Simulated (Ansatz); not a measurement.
**Energy of K along a strain of the cell**

System: K (Cmcm, 2 atoms in the cell).
Method: DFT PBE+D3(BJ), scalar-relativistic, plane waves, PAW, no spin polarisation (Ansatz 0.2.0).

The 6 runs differ only in the geometry, by a strain of the cell at fixed fractional positions. Against run 4, the strain is εxx = η. The structure derives from a Materials Project entry.

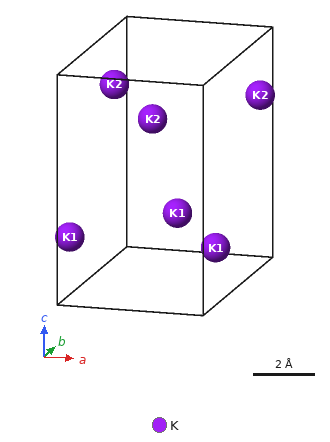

Figure 1. The structure of run 4 (ball-and-stick view of the cell 2 times as large as that of the calculation, set on its symmetry axes, seen slightly off an axis; atoms are numbered from 1 in the order of the input).

## Input of run 4
```yaml
crystal:
  lattice:
    - [2.4989114087, -4.04761045, 0.0]
    - [2.4989114087, 4.04761045, 0.0]
    - [0.0, 0.0, 7.81179801]
  atoms:
    - { symbol: K, position: [0.82061302, 0.17938698, 0.25] }
    - { symbol: K, position: [0.17938698, 0.82061302, 0.75] }
basis:
  ecutwfc: 420
kpoints:
  mp_grid: { grid: [12, 12, 6] }
hamiltonian:
  xc: pbe
  dispersion: d3bj
scf:
  occupations: { method: gaussian, width: 0.15 }
output:
  forces: true
  stress: true
  eigenvalues: true
```

Command:
```bash
ansatz run input.yaml --threads 1 --pin off --max-ram 1228MiB --backend cpu --events-out ev --progress --plain --runs-dir out
```

Lattice vectors (Å) and fractional positions of run 4:
```
   2.498911   -4.047610    0.000000
   2.498911    4.047610    0.000000
   0.000000    0.000000    7.811798
K   0.820613  0.179387  0.250000
K   0.179387  0.820613  0.750000
```

Run 5 differs from it as follows:
```diff
-    - [2.4989114087, -4.04761045, 0.0]
-    - [2.4989114087, 4.04761045, 0.0]
+    - [2.6208095262, -4.04761045, 0.0]
+    - [2.6208095262, 4.04761045, 0.0]
```

## Results, with one run withheld

```tsv
run	strain parameter η (%)	free energy per atom, from the lowest run given (meV)	pressure (GPa)
1	−12.1951	2.67	0.00
2	−9.7561	0.09	−0.11
3	−7.3171	0.00	−0.21
4	0.0000	11.23	−0.43
5	4.8780	?	?
6	7.3171	33.27	−0.56
```

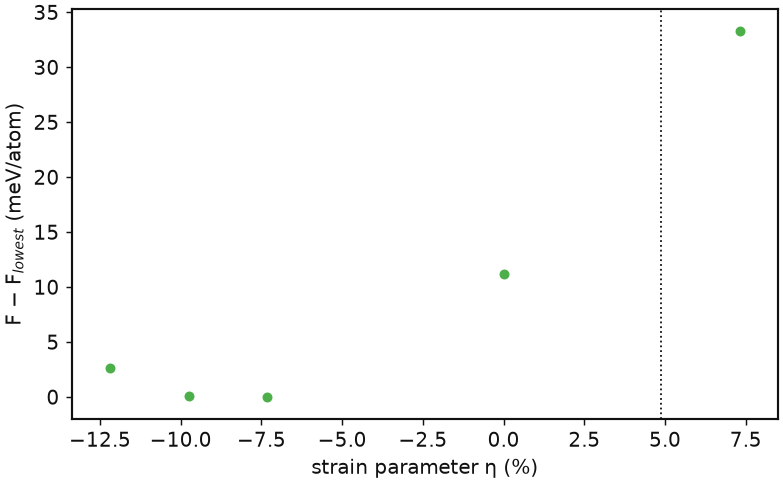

Figure 2. Free energy per atom of the runs given; the dotted line marks run 5.

What should run 5 give?

A cubic polynomial in the coordinate, fitted to the 5 runs given, misses them by at most 0.01 meV per atom. With x = η + 4.3902, it reads F = 2.6508 + 1.3734 x + 0.14816 x² − 0.0035942 x³ (meV per atom). At run 5 it gives 25.25 meV per atom, and the run itself gives 25.19. The fit has its minimum at η = −8.4309 %.

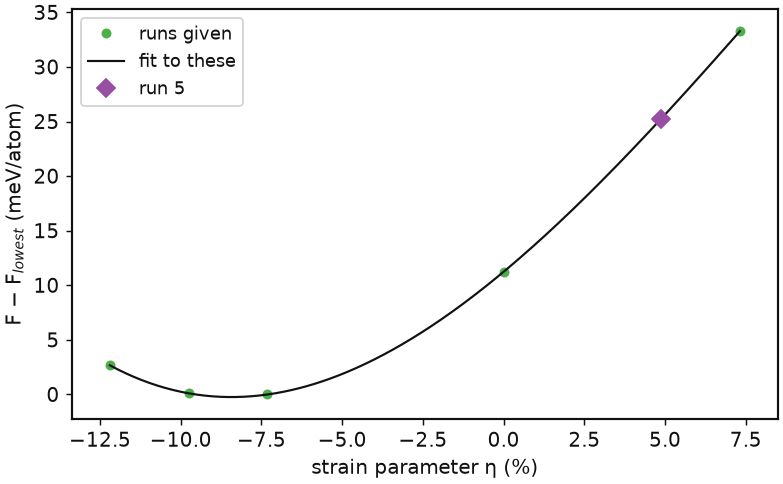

Figure 3. The fit and the withheld run.

## Output, shortened to warnings, some set-up lines, iterations and results (run 5)
```
Basis set: ecut = 420 eV, 3235 PW (Γ), exchange–correlation on 72×72×108 points (8 copies of the dense FFT grid, shifted against one another)
Symmetry: 8 space group operations
k-points: 172 of 864
Initial density: superposition of atomic densities (neutral atoms: chi_scale 0, normalization atom), corrected by the library's trained network
[...]
SCF iter   1: F=—  HF=-3075.752280 eV  |F-HF|=—  |Δ(HF+E_count)|=         —  Δρ=3.65e-4  dr2=2.86e-4  ethr=1.77e-3  ⟨swp⟩=6.1  Hψ=14605  notcnv=0
SCF iter   2: F=—  HF=-3075.751915 eV  |F-HF|=—  |Δ(HF+E_count)|=   3.66e-4  Δρ=2.45e-4  dr2=1.96e-4  ethr=1.59e-6  ⟨swp⟩=2.0  Hψ=4964  notcnv=0
SCF iter   3: F=—  HF=-3075.752175 eV  |F-HF|=—  |Δ(HF+E_count)|=   2.61e-4  Δρ=1.64e-4  dr2=6.28e-5  ethr=1.09e-6  ⟨swp⟩=2.0  Hψ=3454  notcnv=0
SCF iter   4: F=—  HF=-3075.752180 eV  |F-HF|=—  |Δ(HF+E_count)|=   4.66e-6  Δρ=1.04e-4  dr2=2.45e-5  ethr=3.49e-7  ⟨swp⟩=1.0  Hψ=2237  notcnv=0
SCF iter   5: F=—  HF=-3075.752186 eV  |F-HF|=—  |Δ(HF+E_count)|=   5.57e-6  Δρ=4.58e-5  dr2=2.19e-6  ethr=1.36e-7  ⟨swp⟩=2.0  Hψ=3792  notcnv=0
SCF iter   6: F=-3075.752185 eV  HF=-3075.752185 eV  |F-HF|=8.45e-9  |Δ(HF+E_count)|=   1.96e-7  Δρ=5.91e-6  dr2=4.90e-8  ethr=5.56e-10  ⟨swp⟩=4.0  Hψ=11837  notcnv=0
SCF 1 converged in 6 iterations: F = -3075.752185 eV  dr2 = 4.90e-8
SCF converged after 6 iterations
Free energy (F): -3075.752185 eV
Harris-Foulkes:  -3075.752185 eV  (|F-HF|=8.45e-9)
Internal energy: -3075.732674 eV  (E = F + TS)
E sigma→0 (E₀):  -3075.742430 eV
Entropy (-TS):   -0.019511 eV (-9.756 meV/atom)
Fermi energy:    1.307011 eV
--- Per-component energies (eV) ---
  E_band       = -295.001728
  E_kinetic    = 503.919513
  E_local      = -1562.857522  (includes V_loc(G=0)·N_el)
  E_nonlocal   = 25.749732
  E_hartree    = 560.797223
  E_xc         = -267.218188
  E_vxc        = -325.683569  (∫ρ·V_xc dr)
  E_paw        = -1563.643038  (= ΣΔE_a)
  E_vpaw       = -57.722923  (= ΣTr[D̂ρ^β])
  E_aug_tail   = -0.000007  (compensation charges beyond the density's cutoff)
  E_ewald      = -772.280681
  E_disp       = -0.199706  (pairwise vdW)
  E_smearing   = -0.019511  (= −TS)
  E_closure    = -0.000000  (closes the sum)
  Σ components = -3075.752185   (vs F -3075.752185, Δ=0.00e0)
--- Forces (eV/Å), atoms counted from 1 ---
  atom   1  K      0.00000000     0.01411148     0.00000000
  atom   2  K      0.00000000    -0.01411148     0.00000000
  max |Σ_I F_I| component: 0.00e0 eV/Å
--- Stress (GPa, compression-positive) ---
       -0.647272       0.000000       0.000000
        0.000000      -0.458612       0.000000
        0.000000       0.000000      -0.466439
  P = ⅓ Tr σ = -0.5241 GPa (-5.241 kbar)
```
